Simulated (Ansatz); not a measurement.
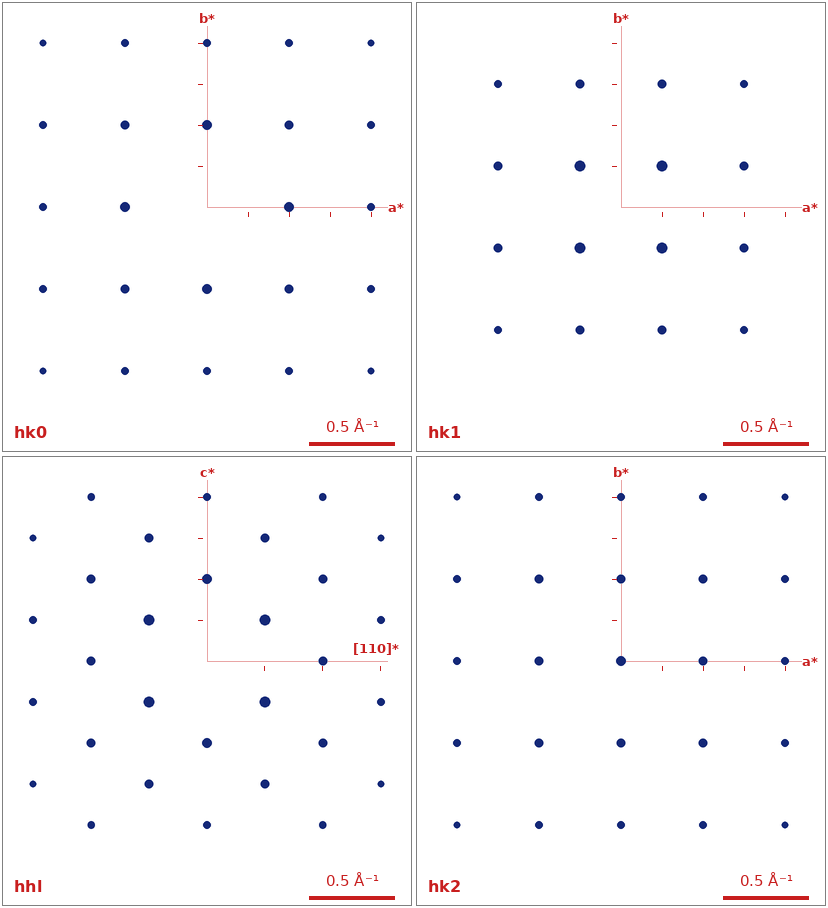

Four undistorted layers of reciprocal space, calculated for a single crystal (X-rays, kinematic |F|², B = 0.5 Å²). Tick marks count the reciprocal lattice steps of the conventional cell along each axis.

### Read the reciprocal cell and give the direct cell.

a* = 0.243, b* = 0.243, c* = 0.243 Å⁻¹; the cell is cubic with a = 4.11 Å.

### Which reflection conditions do the layers show?

Reflections are present only under these conditions. hkl: h + k = 2n, h + l = 2n; hk0: h = 2n, k = 2n; hhl: h + l = 2n; h00: h = 2n. The lattice is face-centred (F).

### Which space groups fit?

The intensities have Laue symmetry m-3m (the hk0 layer shows 4mm, hk1 shows 4mm). With these conditions the candidates are F432 (No. 209), F-43m (No. 216), Fm-3m (No. 225). Diffraction geometry alone does not choose among them; the structure has Fm-3m. The compound is Ti. Structure: the input geometry of an electronic-structure calculation (not necessarily at equilibrium); the starting structure was generated, so it need not be a known form of this composition.
